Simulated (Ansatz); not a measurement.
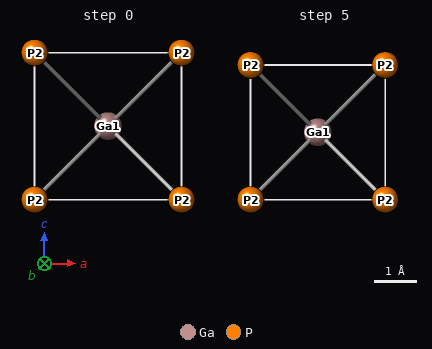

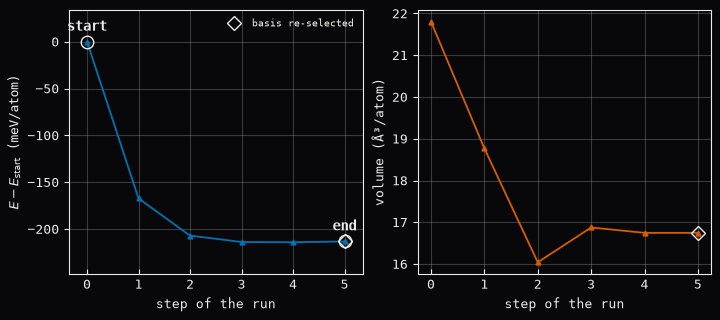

First and last geometry of a relaxation of solid GaP (a generated structure, set up in Pm-3m) (coarse preliminary run), with the history of the run. A ball-and-stick model of the cell of the calculation, seen along the b axis.

These are results of DFT PBE, scalar-relativistic, plane waves, PAW in Ansatz, not measurements. Set-up: plane-wave cutoff 420 eV; k-point mesh 6 × 6 × 6; occupations gaussian; smearing width 0.1 eV; no spin polarisation; cell and atoms relaxed; force threshold 0.04 eV/Å; at most 70 steps.

Q: Read the history and describe the run.

A: It converged. After 4 accepted moves (5 points after the start) the energy has fallen by 213 meV per atom. All forces vanish by symmetry, so only the cell relaxes. The pressure goes from −10.30 to −0.03 GPa. At 1 point the geometry stayed and the basis and grid were re-selected for the new cell (energy shift of 0.8 meV per atom at most each time). The atoms keep their places relative to the cell (all moves are under 0.005 Å). Cell: a = b = c 3.520 → 3.223 Å (−8.4 %). Volume −23.2 %. Among the contacts that change: Ga1–P2 3.048 → 2.792 Å. The space group stays Pm-3m (No. 221). Cost: 12 s on 1 thread of AMD EPYC (Zen 3), on a shared host, peak memory 0.32 GiB.
